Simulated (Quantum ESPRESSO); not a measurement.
# ZrN: single-point calculation (part 1 of 2)

ZrN (Fm-3m, 2 atoms in the cell), computed with Kohn-Sham DFT of a periodic cell, PBE, SSSP 1.3 efficiency PBE, no spin polarisation (Quantum ESPRESSO 7.5).

The structure derives from an entry of the Crystallography Open Database.

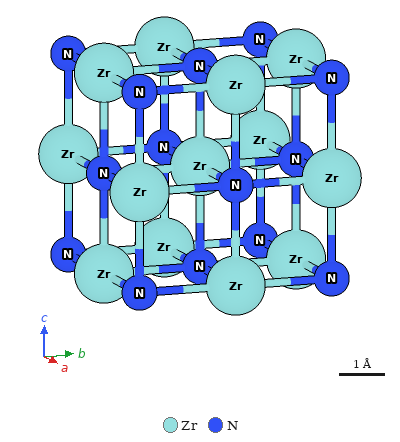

Figure 1. The input geometry (ball-and-stick view of the cell 4 times as large as that of the calculation, set on its symmetry axes, seen slightly off an axis). Near neighbours in the crystal (not all of them lie inside the picture): Zr has 6 N at 2.30 Å; N has 6 Zr at 2.30 Å.

**Input file**
```
&CONTROL
  calculation = 'scf'
  prefix = 'pwscf'
  outdir = './tmp'
  pseudo_dir = './pseudo'
  tprnfor = .true.
  tstress = .true.
  disk_io = 'nowf'
/
&SYSTEM
  ibrav = 0
  nat = 2
  ntyp = 2
  ecutwfc = 60
  ecutrho = 480
  nbnd = 15
  occupations = 'smearing'
  smearing = 'fd'
  degauss = 0.00367493
/
&ELECTRONS
  conv_thr = 4d-10
  electron_maxstep = 120
  mixing_beta = 0.5
/
ATOMIC_SPECIES
Zr    91.2240 Zr_pbe_v1.uspp.F.UPF
N     14.0070 N.pbe-n-radius_5.UPF
CELL_PARAMETERS angstrom
   0.0000000000    2.3000000000    2.3000000000
   2.3000000000    0.0000000000    2.3000000000
   2.3000000000    2.3000000000    0.0000000000
ATOMIC_POSITIONS crystal
Zr     0.5000000000    0.5000000000    0.5000000000
N      0.0000000000    0.0000000000    0.0000000000
K_POINTS automatic
10 10 10 0 0 0
```

Machine: 1 thread of Intel Xeon (Sapphire Rapids), 64 GiB of memory available, shared host.

Command:
```bash
OMP_NUM_THREADS=1 pw.x -in pw.in > pw.out
```

**What the program printed**
```
This program is part of the open-source Quantum ESPRESSO suite
     for quantum simulation of materials; please cite
         "P. Giannozzi et al., J. Phys.:Condens. Matter 21 395502 (2009);
         "P. Giannozzi et al., J. Phys.:Condens. Matter 29 465901 (2017);
         "P. Giannozzi et al., J. Chem. Phys. 152 154105 (2020);
          URL
     in publications or presentations arising from this work. More details at

     Message from routine setup:
     using ibrav=0 with symmetry is DISCOURAGED, use correct ibrav instead

     Subspace diagonalization in iterative solution of the eigenvalue problem:
     a serial algorithm will be used

     G-vector sticks info
     --------------------
     sticks:   dense  smooth     PW     G-vecs:    dense   smooth      PW
     Sum        1261     637    199                29123    10369    1837

     Using Slab Decomposition

     bravais-lattice index     =            0
     lattice parameter (alat)  =       6.1467  a.u.
     unit-cell volume          =     164.2140 (a.u.)^3
     number of atoms/cell      =            2
     number of atomic types    =            2
     number of electrons       =        17.00
     number of Kohn-Sham states=           15
     kinetic-energy cutoff     =      60.0000  Ry
     charge density cutoff     =     480.0000  Ry
     scf convergence threshold =      4.0E-10
     mixing beta               =       0.5000
     number of iterations used =            8  plain     mixing
     Exchange-correlation= PBE
                           (   1   4   3   4   0   0   0)

     celldm(1)=   6.146696  celldm(2)=   0.000000  celldm(3)=   0.000000
     celldm(4)=   0.000000  celldm(5)=   0.000000  celldm(6)=   0.000000

     crystal axes: (cart. coord. in units of alat)
               a(1) = (   0.000000   0.707107   0.707107 )
               a(2) = (   0.707107   0.000000   0.707107 )
               a(3) = (   0.707107   0.707107   0.000000 )

     reciprocal axes: (cart. coord. in units 2 pi/alat)
               b(1) = ( -0.707107  0.707107  0.707107 )
               b(2) = (  0.707107 -0.707107  0.707107 )
               b(3) = (  0.707107  0.707107 -0.707107 )

     PseudoPot. # 1 for Zr read from file:
     Zr_pbe_v1.uspp.F.UPF
     Pseudo is Ultrasoft + core correction, Zval = 12.0
     Generated by new atomic code, or converted to UPF format
     Using radial grid of  887 points,  6 beta functions with:
                l(1) =   0
                l(2) =   0
                l(3) =   1
                l(4) =   1
                l(5) =   2
                l(6) =   2
     Q(r) pseudized with  6 coefficients,  rinner =    1.200   1.200   1.200
                                                       1.200   1.200

     PseudoPot. # 2 for N  read from file:
     N.pbe-n-radius_5.UPF
     Pseudo is Ultrasoft + core correction, Zval =  5.0
     Generated using "atomic" code by A. Dal Corso  v.5.1
     Using radial grid of 1085 points,  4 beta functions with:
                l(1) =   0
                l(2) =   0
                l(3) =   1
                l(4) =   1
     Q(r) pseudized with 0 coefficients

     atomic species   valence    mass     pseudopotential
     Zr               12.00    91.22400     Zr( 1.00)
     N                 5.00    14.00700     N ( 1.00)

     48 Sym. Ops., with inversion, found

   Cartesian axes

     site n.     atom                  positions (alat units)
         1        Zr     tau(   1) = (   0.7071068   0.7071068   0.7071068  )
         2        N      tau(   2) = (   0.0000000   0.0000000   0.0000000  )

     number of k points=    47  Fermi-Dirac smearing, width (Ry)=  0.0037
                       cart. coord. in units 2pi/alat
        k(    1) = (   0.0000000   0.0000000   0.0000000), wk =   0.0020000
        k(    2) = (   0.0707107   0.0707107  -0.0707107), wk =   0.0160000
        k(    3) = (   0.1414214   0.1414214  -0.1414214), wk =   0.0160000
        k(    4) = (   0.2121320   0.2121320  -0.2121320), wk =   0.0160000
        k(    5) = (   0.2828427   0.2828427  -0.2828427), wk =   0.0160000
        k(    6) = (  -0.3535534  -0.3535534   0.3535534), wk =   0.0080000
        k(    7) = (   0.1414214   0.0000000   0.0000000), wk =   0.0120000
        k(    8) = (   0.2121320   0.0707107  -0.0707107), wk =   0.0480000
        k(    9) = (   0.2828427   0.1414214  -0.1414214), wk =   0.0480000
        k(   10) = (   0.3535534   0.2121320  -0.2121320), wk =   0.0480000
        k(   11) = (  -0.2828427  -0.4242641   0.4242641), wk =   0.0480000
        k(   12) = (  -0.2121320  -0.3535534   0.3535534), wk =   0.0480000
        k(   13) = (  -0.1414214  -0.2828427   0.2828427), wk =   0.0480000
        k(   14) = (  -0.0707107  -0.2121320   0.2121320), wk =   0.0480000
        k(   15) = (   0.0000000  -0.1414214   0.1414214), wk =   0.0240000
        k(   16) = (   0.2828427   0.0000000   0.0000000), wk =   0.0120000
        k(   17) = (   0.3535534   0.0707107  -0.0707107), wk =   0.0480000
        k(   18) = (   0.4242641   0.1414214  -0.1414214), wk =   0.0480000
        k(   19) = (  -0.2121320  -0.4949747   0.4949747), wk =   0.0480000
        k(   20) = (  -0.1414214  -0.4242641   0.4242641), wk =   0.0480000
        k(   21) = (  -0.0707107  -0.3535534   0.3535534), wk =   0.0480000
        k(   22) = (   0.0000000  -0.2828427   0.2828427), wk =   0.0240000
        k(   23) = (   0.4242641   0.0000000   0.0000000), wk =   0.0120000
        k(   24) = (   0.4949747   0.0707107  -0.0707107), wk =   0.0480000
        k(   25) = (  -0.1414214  -0.5656854   0.5656854), wk =   0.0480000
        k(   26) = (  -0.0707107  -0.4949747   0.4949747), wk =   0.0480000
        k(   27) = (  -0.0000000  -0.4242641   0.4242641), wk =   0.0240000
        k(   28) = (   0.5656854   0.0000000   0.0000000), wk =   0.0120000
        k(   29) = (  -0.0707107  -0.6363961   0.6363961), wk =   0.0480000
        k(   30) = (   0.0000000  -0.5656854   0.5656854), wk =   0.0240000
        k(   31) = (  -0.7071068   0.0000000   0.0000000), wk =   0.0060000
        k(   32) = (   0.2828427   0.1414214   0.0000000), wk =   0.0480000
        k(   33) = (   0.3535534   0.2121320  -0.0707107), wk =   0.0960000
        k(   34) = (  -0.2828427  -0.4242641   0.5656854), wk =   0.0960000
        k(   35) = (  -0.2121320  -0.3535534   0.4949747), wk =   0.0480000
        k(   36) = (   0.4242641   0.1414214  -0.0000000), wk =   0.0480000
        k(   37) = (  -0.2121320  -0.4949747   0.6363961), wk =   0.0960000
        k(   38) = (  -0.1414214  -0.4242641   0.5656854), wk =   0.0960000
        k(   39) = (  -0.0707107  -0.3535534   0.4949747), wk =   0.0960000
        k(   40) = (   0.0000000  -0.2828427   0.4242641), wk =   0.0480000
        k(   41) = (  -0.1414214  -0.5656854   0.7071068), wk =   0.0480000
        k(   42) = (  -0.0707107  -0.4949747   0.6363961), wk =   0.0960000
        k(   43) = (  -0.0000000  -0.4242641   0.5656854), wk =   0.0480000
        k(   44) = (  -0.7071068   0.1414214   0.0000000), wk =   0.0240000
        k(   45) = (  -0.1414214  -0.4242641   0.7071068), wk =   0.0480000
        k(   46) = (  -0.0707107  -0.3535534   0.6363961), wk =   0.0480000
        k(   47) = (  -0.7071068   0.2828427   0.0000000), wk =   0.0240000

     Dense  grid:    29123 G-vectors     FFT dimensions: (  45,  45,  45)

     Smooth grid:    10369 G-vectors     FFT dimensions: (  32,  32,  32)

     Initial potential from superposition of free atoms

     starting charge      16.9978, renormalised to      17.0000

     negative rho (up, down):  5.962E-02 0.000E+00
     Starting wfcs are   17 randomized atomic wfcs

     Self-consistent Calculation

     iteration #  1     ecut=    60.00 Ry     beta= 0.50
     Davidson diagonalization with overlap
     ethr =  1.00E-02,  avg # of iterations =  3.4

     negative rho (up, down):  6.091E-02 0.000E+00

     total energy              =    -119.36392397 Ry
     estimated scf accuracy    <       0.59402633 Ry

     iteration #  2     ecut=    60.00 Ry     beta= 0.50
     Davidson diagonalization with overlap
     ethr =  3.49E-03,  avg # of iterations =  2.2

     negative rho (up, down):  6.126E-02 0.000E+00

     total energy              =    -119.52414350 Ry
     estimated scf accuracy    <       0.42867753 Ry

     iteration #  3     ecut=    60.00 Ry     beta= 0.50
     Davidson diagonalization with overlap
     ethr =  2.52E-03,  avg # of iterations =  1.1

     negative rho (up, down):  6.242E-02 0.000E+00

     total energy              =    -119.60076054 Ry
     estimated scf accuracy    <       0.00418891 Ry

     iteration #  4     ecut=    60.00 Ry     beta= 0.50
     Davidson diagonalization with overlap
     ethr =  2.46E-05,  avg # of iterations =  3.1

     negative rho (up, down):  6.279E-02 0.000E+00

     total energy              =    -119.60208386 Ry
     estimated scf accuracy    <       0.00014470 Ry

     iteration #  5     ecut=    60.00 Ry     beta= 0.50
     Davidson diagonalization with overlap
     ethr =  8.51E-07,  avg # of iterations =  2.8

     negative rho (up, down):  6.261E-02 0.000E+00

     total energy              =    -119.60199443 Ry
     estimated scf accuracy    <       0.00024442 Ry

     iteration #  6     ecut=    60.00 Ry     beta= 0.50
     Davidson diagonalization with overlap
     ethr =  8.51E-07,  avg # of iterations =  2.0

     negative rho (up, down):  6.259E-02 0.000E+00

     total energy              =    -119.60202305 Ry
     estimated scf accuracy    <       0.00000653 Ry

     iteration #  7     ecut=    60.00 Ry     beta= 0.50
     Davidson diagonalization with overlap
     ethr =  3.84E-08,  avg # of iterations =  1.7

     negative rho (up, down):  6.256E-02 0.000E+00

     total energy              =    -119.60202295 Ry
     estimated scf accuracy    <       0.00000238 Ry

     iteration #  8     ecut=    60.00 Ry     beta= 0.50
     Davidson diagonalization with overlap
     ethr =  1.40E-08,  avg # of iterations =  1.9

     negative rho (up, down):  6.255E-02 0.000E+00

     total energy              =    -119.60202310 Ry
     estimated scf accuracy    <       0.00000007 Ry

     iteration #  9     ecut=    60.00 Ry     beta= 0.50
     Davidson diagonalization with overlap
     ethr =  4.22E-10,  avg # of iterations =  2.8

     negative rho (up, down):  6.256E-02 0.000E+00

     total energy              =    -119.60202314 Ry
     estimated scf accuracy    <       0.00000002 Ry

     iteration # 10     ecut=    60.00 Ry     beta= 0.50
     Davidson diagonalization with overlap
     ethr =  1.06E-10,  avg # of iterations =  2.0

     negative rho (up, down):  6.256E-02 0.000E+00

     total energy              =    -119.60202314 Ry
     estimated scf accuracy    <          2.4E-09 Ry

     iteration # 11     ecut=    60.00 Ry     beta= 0.50
     Davidson diagonalization with overlap
     ethr =  1.40E-11,  avg # of iterations =  1.9

     negative rho (up, down):  6.256E-02 0.000E+00

     End of self-consistent calculation

          k = 0.0000 0.0000 0.0000 (  1243 PWs)   bands (ev):

   -31.9825  -9.6149  -9.6149  -9.6149   1.4003  14.9856  14.9856  14.9856
    17.2485  17.2485  17.2485  19.2041  19.2041  20.4218  26.8053

          k = 0.0707 0.0707-0.0707 (  1297 PWs)   bands (ev):

   -31.9698  -9.7332  -9.6238  -9.6238   1.5962  14.2024  14.4570  14.4570
    17.5034  17.5356  17.5356  19.8998  19.8998  20.9949  27.4586

          k = 0.1414 0.1414-0.1414 (  1302 PWs)   bands (ev):

   -31.9363 -10.0295  -9.6468  -9.6468   2.1104  12.7591  13.5147  13.5147
    17.9478  18.2406  18.2406  21.4279  21.4279  22.2199  28.9777

          k = 0.2121 0.2121-0.2121 (  1293 PWs)   bands (ev):

   -31.8946 -10.3728  -9.6749  -9.6749   2.7631  11.3879  12.6993  12.6993
    18.6721  19.2269  19.2269  23.1352  23.1352  23.1981  29.9149

          k = 0.2828 0.2828-0.2828 (  1293 PWs)   bands (ev):

   -31.8606 -10.6350  -9.6974  -9.6974   3.3265  10.3979  12.1742  12.1742
    19.7517  20.2218  20.2218  23.0426  24.5904  24.5904  30.0777

          k =-0.3536-0.3536 0.3536 (  1308 PWs)   bands (ev):
```
